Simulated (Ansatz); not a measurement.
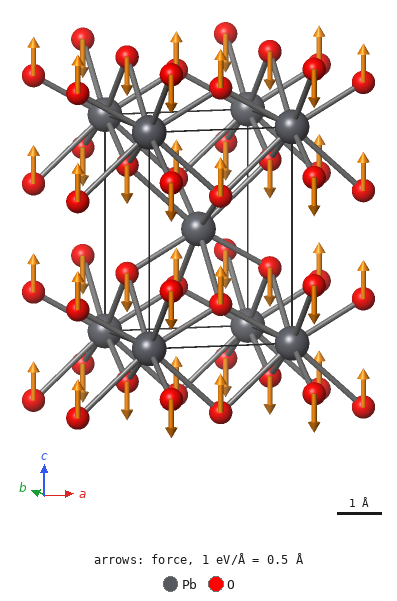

Starting geometry of crystalline PbO₂ (a generated structure, set up in P4_2/nmc) (coarse preliminary run) with the computed forces as orange arrows. The picture is a ball-and-stick view of the cell of the calculation, seen slightly off an axis.

Case: Zr → Pb on all its sites, cell and atoms relaxed.

Theory: DFT PBE, scalar-relativistic, plane waves, PAW in Ansatz 0.2.0.

The input:
```yaml
crystal:
  lattice:
    - [3.399363899, 0.0, 0.0]
    - [0.0, 3.399363899, 0.0]
    - [0.0, 0.0, 4.9591068345]
  atoms:
    - { symbol: Pb, position: [0.0, 0.0, 0.0] }
    - { symbol: Pb, position: [0.5, 0.5, 0.5] }
    - { symbol: O, position: [0.0, 0.5, 0.3071893779] }
    - { symbol: O, position: [0.0, 0.5, 0.8071893779] }
    - { symbol: O, position: [0.5, 0.0, 0.6928106221] }
    - { symbol: O, position: [0.5, 0.0, 0.1928106221] }
basis:
  ecutwfc: 420
kpoints:
  mp_grid: { grid: [6, 6, 4] }
hamiltonian:
  xc: pbe
scf:
  occupations: { method: gaussian, width: 0.1 }
output:
  forces: true
  stress: true
  eigenvalues: true
relax:
  adjacent_minimum: "off"
  f_tol: 0.05
  max_steps: 60
  cell: { stress_tol: 0.5 }
```

Launched with:
```bash
ansatz run input.yaml --threads 1 --pin off --max-ram 2560MiB --backend cpu --events-out ev --progress --plain --runs-dir out
```

### What follows when this structure is relaxed?

It isn't relaxed: the largest force vector, on O atoms, is 1.79 eV/Å. Measured relative to the changing cell, the final displacements run against the starting forces (cosine between the two patterns −1.00). The largest moves relative to the cell, 0.045 Å, are those of O3, O4, O5 and O6. O4 goes along +c. Pb stays in place. Cell: a = b 3.399 → 3.780 Å (+11.2 %), c 4.959 → 5.753 Å (+16.0 %). Volume +43.4 %. Some distances before and after: Pb1–O3 2.282 → 2.618 Å, Pb1–O4 1.950 → 2.169 Å. Bond angles that change, for instance: Pb1–O3–Pb1 96.3° → 92.4°. The space group stays P4_2/nmc (No. 137). Over 7 accepted moves (9 points after the start) the energy falls by 5.678 eV per cell of the calculation. The largest force component goes from 1.8 to 0.015 eV/Å. The pressure goes from 106.98 to 0.06 GPa. The SCF was repeated twice at an unchanged geometry on a basis and grid sized afresh for the cell, which shifted the energy by 0.443 eV per cell of the calculation at most. Cost: 33 s on 1 thread of AMD EPYC 7R43 64-Core Processor (Zen 3), on a shared host, peak memory 0.44 GiB.
